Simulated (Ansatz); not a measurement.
System: a (111) slab cut from Ta (Fm-3m), 12 atoms in the cell, the slab at its places in the relaxed adsorbed structure.

```cif
data_structure
_symmetry_space_group_name_H-M 'P 1'
_symmetry_Int_Tables_number 1
_cell_length_a 5.9723
_cell_length_b 5.9723
_cell_length_c 23.5954
_cell_angle_alpha 90.000
_cell_angle_beta 90.000
_cell_angle_gamma 120.000
_cell_volume 728.84
loop_
_atom_site_label
_atom_site_type_symbol
_atom_site_fract_x
_atom_site_fract_y
_atom_site_fract_z
_atom_site_occupancy
Ta1 Ta 0.33333 0.16667 0.33905 1
Ta2 Ta 0.33333 0.66667 0.33905 1
Ta3 Ta 0.83333 0.16667 0.33905 1
Ta4 Ta 0.83333 0.66667 0.33905 1
Ta5 Ta 0.58313 0.41635 0.43845 1
Ta6 Ta 0.58273 0.91723 0.43864 1
Ta7 Ta 0.08399 0.41594 0.43864 1
Ta8 Ta 0.08366 0.91688 0.43845 1
Ta9 Ta 0.83336 0.66668 0.53485 1
Ta10 Ta 0.83331 0.16664 0.54177 1
Ta11 Ta 0.33334 0.66666 0.54177 1
Ta12 Ta 0.33337 0.16668 0.54189 1
```

Method: DFT PBE, scalar-relativistic, plane waves, PAW, no spin polarisation, 4×4×1 k mesh, 420 eV cutoff (Ansatz 0.2.0).

What does the potential across the slab give for the work function?

The work function is 4.78 eV, the same on both faces. The two vacuum levels agree, so the slab has no net dipole along its normal. The outermost atoms are 4.8 Å apart, which leaves 18.8 Å of vacuum in a cell 23.6 Å high.

The atoms aren't at rest in this cell (largest force 1.0 eV/Å), so the relaxed material can differ. Spin-orbit coupling is left out, which matters for Ta.

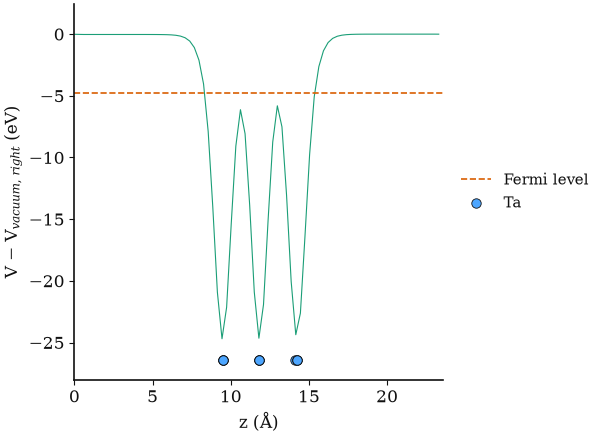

Plane-averaged electrostatic potential energy of an electron across the slab; circles at the bottom mark the heights of the atoms.
